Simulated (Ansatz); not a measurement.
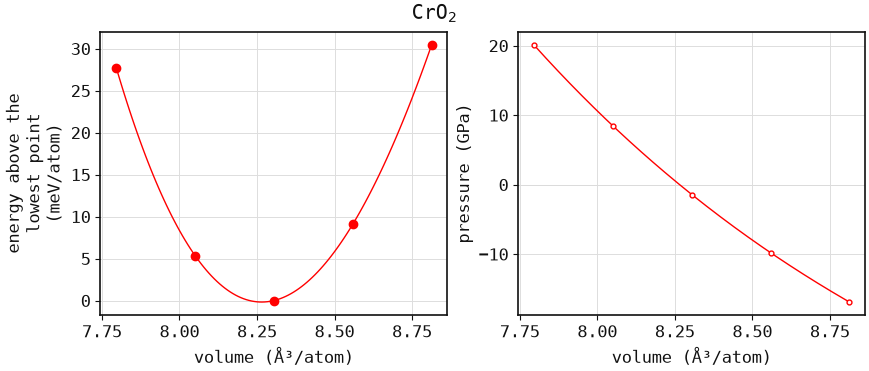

Energy above the lowest point and pressure against volume for CrO₂, space group Fm-3m (No. 225) (one of a set of cubic test structures, which need not be the stable phase).

A third-order Birch–Murnaghan fit gives V0 = 8.27 Å³/atom, B0 = 303 GPa and B′ = 4.3. The energy above the lowest point is 27.7 meV/atom at volume 7.7960 Å³/atom and 30.4 meV/atom at 8.8129 Å³/atom; the lowest computed point is at volume 8.3045 Å³/atom (0.0 meV/atom), and no other minimum shows. The pressure falls from 20.1 GPa at volume 7.7960 Å³/atom to −16.9 GPa at 8.8129 Å³/atom, and changes sign near 8.27 Å³/atom.

Calculation (Ansatz 0.2.0 development build): equation of state of a cubic crystal from periodic Kohn-Sham density functional theory without spin, third-order Birch-Murnaghan fit to the free energies; pressure corrected for the finite basis. Level: r2SCAN.

- structure type: fluorite
- atoms in cell: 3
- space group number: 225
- lattice centring: face-centred primitive
- k mesh: 12×12×12
- occupation method: Fermi–Dirac
- occupation width: 0.1 eV
- wave cutoff: 1050 eV
- datasets: hand-made PAW
- density tolerance: 1e−09 eV
- bands: 17
- density cutoff ratio: 5
- search for lower states: default
- xc grid level: 2

Caveats: cubic model structure, not the ambient form; modest k-mesh, values are not fully converged in k; no spin polarisation, a magnetic state may lie lower.
